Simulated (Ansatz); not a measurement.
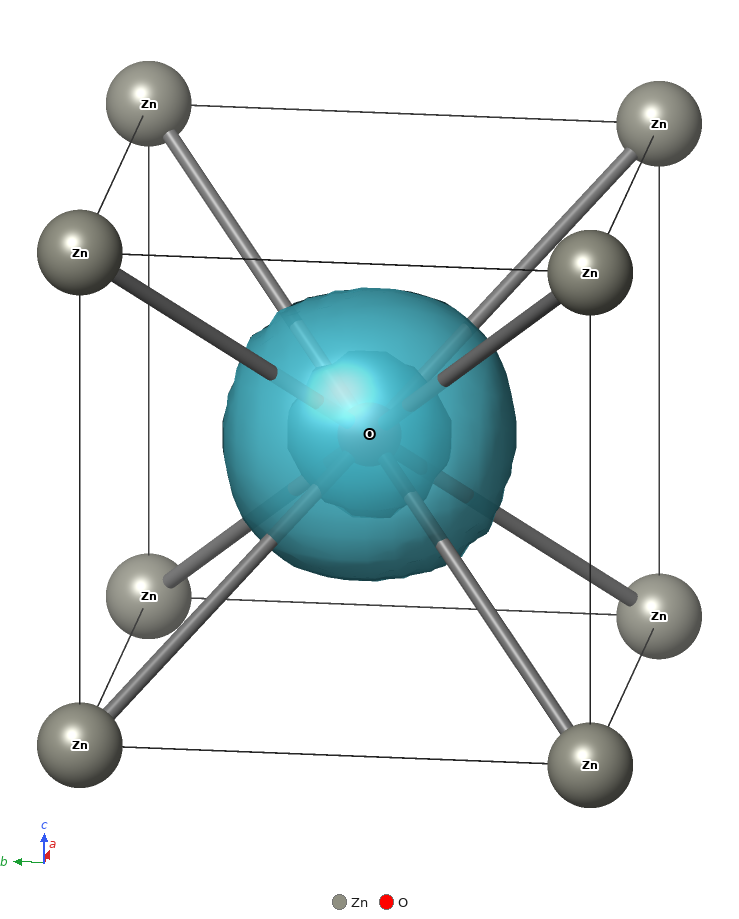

ZnO. Isosurface of the ELF at 0.75 (cyan), seen at an oblique angle. Core shells and regions of very low density are left out. Sticks mark near contacts.

Space group Pm-3m; started from the CsCl prototype, which need not be the ambient phase.

These are results of Ansatz 0.2.0, DFT, r2SCAN, plane waves, PAW, not measurements.

In a PAW calculation such maps are meaningful between the atoms, not at the nuclei.

```
Zn O
1.0
     2.64617    0.00000    0.00000
     0.00000    2.64617    0.00000
     0.00000    0.00000    2.64617
Zn O
1 1
Cartesian
  0.0000 0.0000 0.0000
  1.3231 1.3231 1.3231
```

> What do the ELF domains correspond to?

At this value the surface marks out one region wrapped around O (its valence shell), counted in one cell of 2 atoms. Any copies at cell faces, edges or corners count once.

Values along the shortest contacts:
Zn–O (2.29 Å): the ELF peaks at about 0.80 in the valence shell of O, 0.6 Å from its nucleus, and drops to about 0.10 between the two atoms; no shared electron pair shows on this line.
